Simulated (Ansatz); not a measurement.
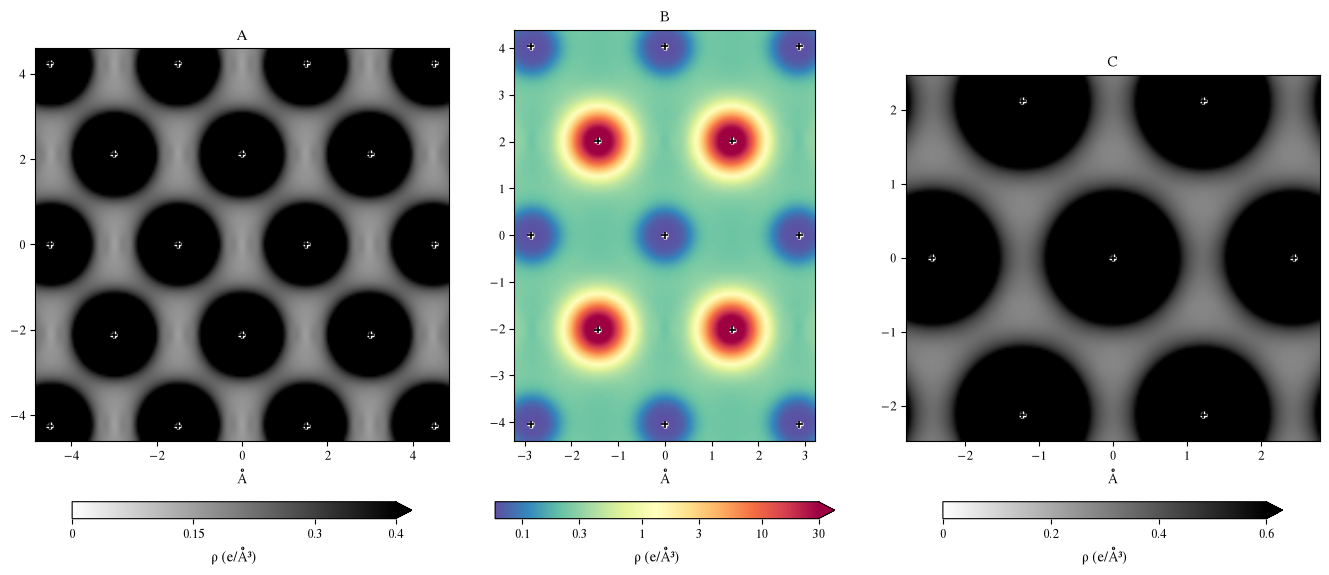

The valence charge density (pseudo) of 3 systems, each on a plane through atoms (crosses mark nuclei in the plane).

Method: DFT PBEsol, scalar-relativistic, plane waves, PAW in Ansatz 0.2.0.

System 1: Ni, the (111) plane of the conventional cell. Space group Fm-3m; spin-polarised.

```
CELL_PARAMETERS angstrom
3.46315 0.00000 0.00000
0.00000 3.46315 0.00000
0.00000 0.00000 3.46315
ATOMIC_POSITIONS crystal
Ni 0.00000 0.00000 0.00000
Ni 0.50000 0.50000 0.00000
Ni 0.50000 0.00000 0.50000
Ni 0.00000 0.50000 0.50000
```

System 2: ZnCu, the (101) plane of the conventional cell. Space group Pm-3m; changed on purpose from its base cell (volume × 1.10); computed pressure about −10 GPa in this cell; computed without spin polarisation.

```
Zn Cu
1.0
     3.00175    0.00000    0.00000
     0.00000    3.00175    0.00000
     0.00000    0.00000    3.00175
Zn Cu
1 1
Direct
  0.50000 0.50000 0.50000
  0.00000 0.00000 0.00000
```

System 3: AlNi, the (110) plane of the standardised cell. Space group P4/mmm; a structure from a database of computed crystals, not necessarily the ambient phase; computed without spin polarisation.

```yaml
crystal:
  lattice:
    - [2.02133, -2.02135, 0.00000]
    - [2.02133, 2.02135, 0.00000]
    - [0.00000, 0.00000, 2.86941]
  atoms:
    - { symbol: Al, position: [0.00000, 0.00000, 0.00000] }
    - { symbol: Ni, position: [0.50000, 0.50000, 0.50000] }
```

Match each panel to its system.

Answer. Panel A is system 2, ZnCu: the plane holds Zn and Cu. Zn–Cu (2.60 Å): ρ is about 0.24 e/Å³ halfway. Panel B is system 3, AlNi: the plane holds Al and Ni. Al–Ni (2.48 Å): ρ at the midpoint is about 0.31 e/Å³. Panel C is system 1, Ni: the plane holds Ni. Ni–Ni (2.45 Å): ρ at the midpoint is about 0.35 e/Å³.
